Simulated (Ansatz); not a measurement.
HfO2 and related structures: several calculations on one system

Part 1: Relaxation

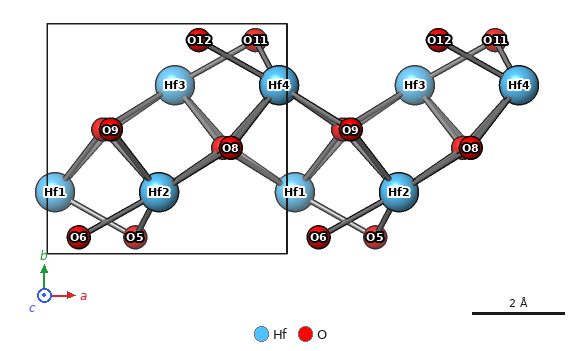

This is the input geometry for a relaxation of solid HfO2 (set up in Pca2_1) (coarse preliminary run). The picture is a ball-and-stick view of the cell of the calculation, repeated 2 × 1 × 1 with one cell outlined, seen along the c axis.

All numbers below come from DFT PBE, scalar-relativistic, plane waves, PAW (Ansatz).

Input file:
```yaml
crystal:
  lattice:
    - [5.21946336, 0.0, 0.0]
    - [0.0, 5.00476369, 0.0]
    - [0.0, 0.0, 5.03268505]
  atoms:
    - { symbol: Hf, position: [0.033006, 0.26747918, 0.24144035] }
    - { symbol: Hf, position: [0.466994, 0.26747918, 0.74144035] }
    - { symbol: Hf, position: [0.533006, 0.73252082, 0.24144035] }
    - { symbol: Hf, position: [0.966994, 0.73252082, 0.74144035] }
    - { symbol: O, position: [0.36787255, 0.0713546, 0.37926726] }
    - { symbol: O, position: [0.13212745, 0.0713546, 0.87926726] }
    - { symbol: O, position: [0.73394852, 0.46011695, 0.49229239] }
    - { symbol: O, position: [0.76605148, 0.46011695, 0.99229239] }
    - { symbol: O, position: [0.26605148, 0.53988305, 0.99229239] }
    - { symbol: O, position: [0.23394852, 0.53988305, 0.49229239] }
    - { symbol: O, position: [0.86787255, 0.9286454, 0.37926726] }
    - { symbol: O, position: [0.63212745, 0.9286454, 0.87926726] }
basis:
  ecutwfc: 420
kpoints:
  mp_grid: { grid: [4, 4, 4] }
hamiltonian:
  xc: pbe
scf:
  occupations: { method: gaussian, width: 0.1 }
output:
  forces: true
  stress: true
  eigenvalues: true
relax:
  adjacent_minimum: "off"
  f_tol: 0.05
  max_steps: 80
  cell: { stress_tol: 0.5 }
```

Run as
```bash
ansatz run input.yaml --threads 4 --pin off --max-ram 10240MiB --backend cpu --events-out ev --progress --plain --runs-dir out
```

Where does the relaxation end?

The largest moves relative to the cell, 0.010 Å, are those of O5, O6, O11 and O12. O6 goes along [2 −3 2]. Largest moves by element: O 0.010 Å, Hf 0.003 Å. The drawn cell changes as follows: a 5.219 → 5.286 Å (+1.3 %), b 5.005 → 5.068 Å (+1.3 %), c 5.033 → 5.094 Å (+1.2 %); the volume changes by +3.8 %. Some distances before and after: Hf1–Hf3 3.497 → 3.544 Å, Hf1–Hf4 3.445 → 3.491 Å, Hf1–Hf2 3.386 → 3.428 Å, Hf1–O9 2.216 → 2.249 Å. The space group stays Pca2_1 (No. 29). After 2 accepted moves (3 points after the start) the energy has fallen by 12.6 meV per atom. Largest force component: 0.089 eV/Å at the start, 0.034 eV/Å at the end. Pressure: 9.76 GPa at the start and 0.24 GPa at the end. The SCF was repeated once at an unchanged geometry on a basis and grid sized afresh for the cell, which shifted the energy by 2.6 meV per atom at most. The run took 52 s on 4 threads of Arm Neoverse V1, with other jobs on the host, peak memory 0.7 GiB.

The end point in the same view:

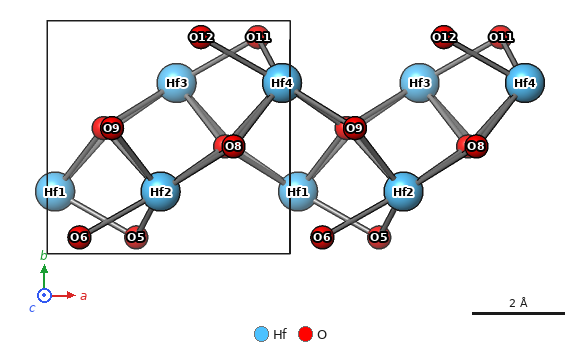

Part 2: Relaxation

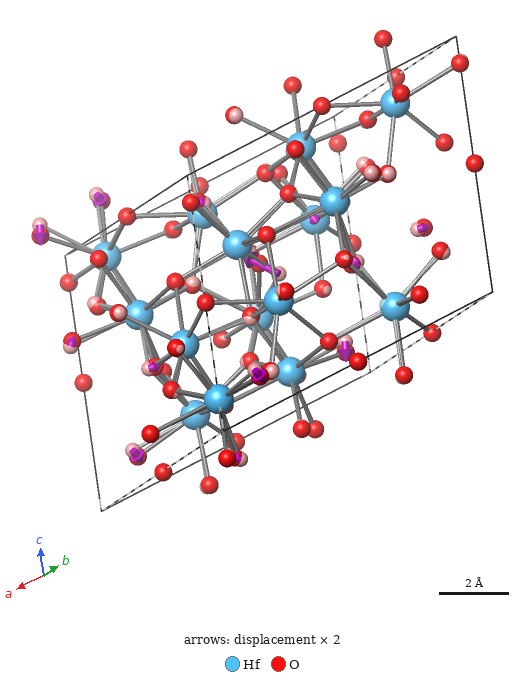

A relaxation of a defect cell of composition Hf₁₅O₃₂. The starting structure is drawn faded, the final one solid; purple arrows show the displacements, 2 times their true length.

A ball-and-stick model of the cell of the calculation (origin shifted), seen from a free direction.

Case: Hf vacancy (site a), charge +0, atoms relaxed at the host's cell.

These are results of DFT PBE, scalar-relativistic, plane waves, PAW in Ansatz, not measurements. Settings: plane-wave cutoff 420 eV; k-point mesh 2 × 2 × 2; occupations gaussian; smearing width 0.01 eV; mesh shifted by (0.5, 0.5, 0.5); collinear spin; atoms relaxed in a fixed cell; force threshold 0.025 eV/Å; at most 45 steps.

Atoms of which element are displaced furthest, and by how much?

Oxygen: up to 0.73 Å, against 0.15 Å for hafnium.

What did the optimiser do to the structure, and how much energy did it gain?

The largest move is that of an O atom, 0.73 Å roughly along [1 0 1]. Largest moves by element: O 0.73 Å, Hf 0.15 Å. The cell stays as it was. Near-neighbour distances that change, for instance: Hf–O 3.474 → 2.651 Å, Hf–O 2.280 → 2.109 Å, Hf–O 2.259 → 2.105 Å, Hf–O 2.280 → 2.141 Å. New bonds form, among them: Hf–O (3.47 → 2.65 Å). Among the angles between lasting bonds that change: Hf–O–Hf 125.6° → 141.8°, Hf–O–Hf 128.3° → 142.7°, Hf–O–Hf 126.1° → 135.2°. After 9 accepted moves (10 points after the start) the energy has fallen by 1.367 eV per cell of the calculation. Largest force component: 1.3 eV/Å at the start, 0.012 eV/Å at the end. The line search rejected the trial step at point 9 of the run.

Part 3: Defect

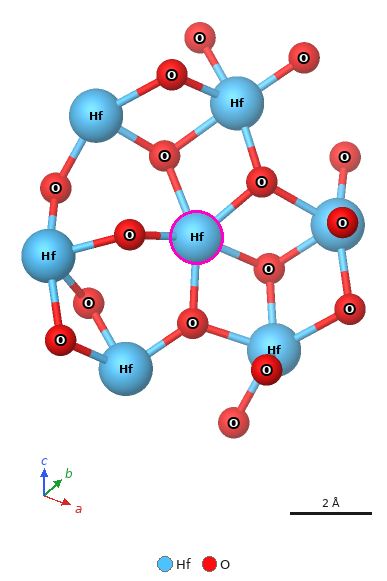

Perfect HfO2. Style: ball-and-stick. Shown: the atoms within 5.4 Å of one point, in a slice 3.4 Å thick across the line of sight, from a free direction.

Level of theory: DFT PBE, scalar-relativistic, plane waves, PAW (Ansatz). Settings: plane-wave cutoff 420 eV; k-point mesh 2 × 2 × 2; occupations gaussian; smearing width 0.01 eV; mesh shifted by (0.5, 0.5, 0.5); collinear spin. The cell is small and the k-mesh coarse, so the numbers are rough. The axes drawn are those of the host's conventional cell.

A hafnium atom is taken out (a vacancy) at the ringed place, in charge state 0. The supercell has 48 sites, and the atoms are relaxed at the host's cell.

> Predict the relaxed surroundings of the defect.

Around the empty Hf site the host had 7 O at 2.04 to 2.28 Å; after relaxation the nearest atoms are 6 O at 2.21 to 2.47 Å. Of the host's atoms, an oxygen atom moves furthest from its site, by 0.74 Å. The cell's net moment is 4.00 μB. Relaxing the atoms from the host's sites lowers the energy by 1.37 eV. At a tolerance of 0.02 Å the relaxed supercell has space group P1.

The relaxed defect, seen from the same direction:

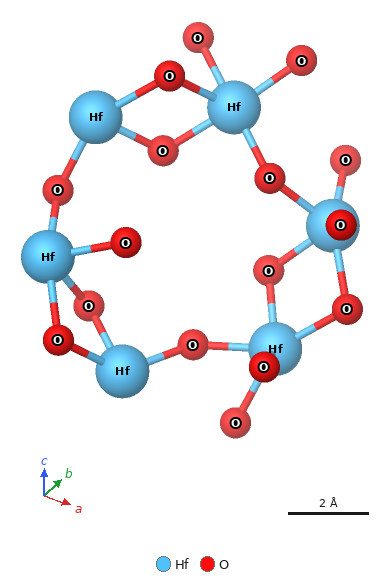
